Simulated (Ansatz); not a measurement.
W₁₂S₂₃ (cell with a defect)

Input file:

```
crystal:
  lattice:
    - [0.0, -10.9455797038, 0.0]
    - [-9.4791500826, 5.4727898519, 0.0]
    - [0.0, 0.0, -16.939467192]
  atoms:
    - { symbol: W, position: [0.6620565428, 0.6556678233, -0.0006627433] }
    - { symbol: W, position: [0.5, 0.8333333333, 0.0] }
    - { symbol: W, position: [0.6666666667, 0.1666666667, 0.0] }
    - { symbol: W, position: [0.4985984021, 0.3315884308, -0.0045590276] }
    - { symbol: W, position: [0.3333333333, 0.5, 0.0] }
    - { symbol: W, position: [0.1666666667, 0.6666666667, 0.0] }
    - { symbol: W, position: [0.0, 0.8333333333, 0.0] }
    - { symbol: W, position: [0.3333333333, 0.0, 0.0] }
    - { symbol: W, position: [0.1666666667, 0.1666666667, 0.0] }
    - { symbol: W, position: [0.0, 0.3333333333, 0.0] }
    - { symbol: W, position: [0.8306103271, 0.5016481144, -0.0029826767] }
    - { symbol: W, position: [0.8333333333, 1.0, 0.0] }
    - { symbol: S, position: [0.5, 0.6666666667, 0.0930373795] }
    - { symbol: S, position: [0.6666666667, 0.0, 0.0930373795] }
    - { symbol: S, position: [0.5, 0.1666666667, 0.0930373795] }
    - { symbol: S, position: [0.3333333333, 0.3333333333, 0.0930373795] }
    - { symbol: S, position: [0.1666666667, 0.5, 0.0930373795] }
    - { symbol: S, position: [0.0, 0.6666666667, 0.0930373795] }
    - { symbol: S, position: [0.3333333333, 0.8333333333, 0.0930373795] }
    - { symbol: S, position: [0.1666666667, 1.0, 0.0930373795] }
    - { symbol: S, position: [1.0, 0.1666666667, 0.0930373795] }
    - { symbol: S, position: [0.8333333333, 0.3333333333, 0.0930373795] }
    - { symbol: S, position: [0.8333333333, 0.8333333333, 0.0930373795] }
    - { symbol: S, position: [0.6666666667, 0.5, 0.9069626205] }
    - { symbol: S, position: [0.5, 0.6666666667, 0.9069626205] }
    - { symbol: S, position: [0.6666666667, 0.0, 0.9069626205] }
    - { symbol: S, position: [0.5, 0.1666666667, 0.9069626205] }
    - { symbol: S, position: [0.3333333333, 0.3333333333, 0.9069626205] }
    - { symbol: S, position: [0.1666666667, 0.5, 0.9069626205] }
    - { symbol: S, position: [0.0, 0.6666666667, 0.9069626205] }
    - { symbol: S, position: [0.3333333333, 0.8333333333, 0.9069626205] }
    - { symbol: S, position: [0.1666666667, 1.0, 0.9069626205] }
    - { symbol: S, position: [1.0, 0.1666666667, 0.9069626205] }
    - { symbol: S, position: [0.8333333333, 0.3333333333, 0.9069626205] }
    - { symbol: S, position: [0.8333333333, 0.8333333333, 0.9069626205] }
  host:
    lattice:
      - [3.1597166942, 0.0, 0.0]
      - [-1.5798583471, 2.7363949259, 0.0]
      - [0.0, 0.0, 16.939467192]
    atoms:
      - { symbol: W, position: [0.3333333333, 0.6666666667, 0.0] }
      - { symbol: S, position: [0.6666666667, 0.3333333333, 0.9069626205] }
      - { symbol: S, position: [0.6666666667, 0.3333333333, 0.0930373795] }
basis:
  ecutwfc: 420
  xc_grid: 2
kpoints:
  mp_grid: { grid: [2, 2, 2], shift: [0.0, 0.0, 0.0] }
hamiltonian:
  xc: pbe
  dispersion: d3bj
scf:
  occupations: { method: gaussian, width: 0.01 }
output:
  forces: true
  stress: false
  eigenvalues: true
  charged_corrections:
    defect_position: [0.66666667, 0.5, 0.09303738]
    epsilon: [[5.6101, 0.0, 0.0], [0.0, 5.6101, 0.0], [0.0, 0.0, 1.4325]]
  write_density: true
  write_potential: true
  elf: true
  volumetric_format: npy
relax:
  adjacent_minimum: "off"
  f_tol: 0.025
  max_steps: 45
```

Run with:

```sh
ansatz run input.yaml --threads 4 --pin off --max-ram 10240MiB --backend cpu --events-out ev --progress --plain --runs-dir out
```

The fields are those of the run's last geometry, not of the input's.

Method: DFT PBE+D3(BJ), scalar-relativistic, plane waves, PAW in Ansatz.

The density is the valence pseudo-density of a PAW calculation; it isn't the true density close to the nuclei.

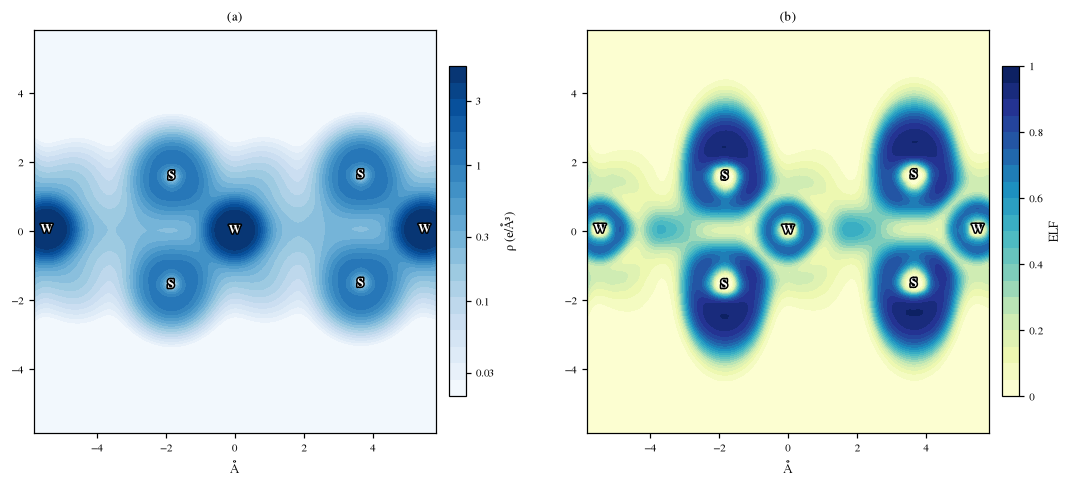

Figure 1. (a) valence pseudo-density; (b) electron localisation function on the (100) plane of the calculation cell, a cut from vacuum to vacuum.

What does the map show?

The plane passes through W and S nuclei.


The density dies away to nearly zero in the vacuum.
The features right at W lie inside the PAW spheres, where the map follows smoothed inner orbitals and isn't to be read closely.

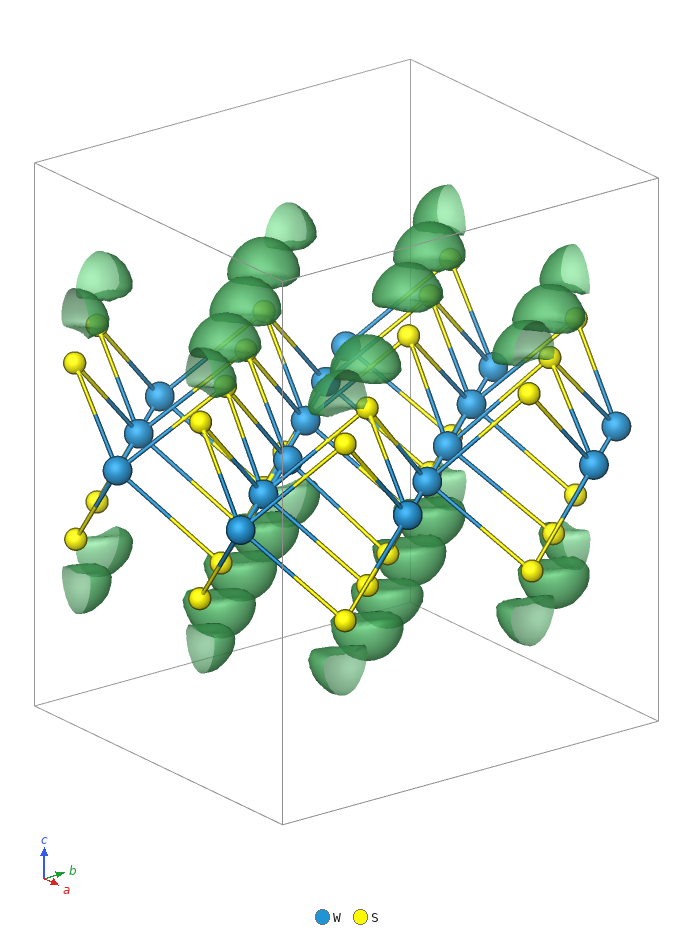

Figure 2. Isosurface of the electron localisation function at 0.9 (green), seen slightly off an axis. Only the valence region is drawn (cores and ρ < 0.01 e/Å³ removed). Sticks mark near contacts.

Where are the electrons localised?

The surface consists of 23 lobes on S, pointing away from the bonds (lone pairs), counted in one cell of 35 atoms. Counts are for one cell; the picture repeats the cell along the surface.


W–S (2.39 Å): the ELF peaks at about 0.85 in the valence shell of S, 0.8 Å from its nucleus, and is about 0.45 at the midpoint. W–S (2.43 Å): the ELF peaks at about 0.85 in the valence shell of S, 0.8 Å from its nucleus, and is about 0.50 at the midpoint.

Does the calculation make it a metal, or give it a gap?

It is gapped, with a Kohn–Sham gap of 1.4 eV on the k-point mesh, an upper bound to the gap of this method.
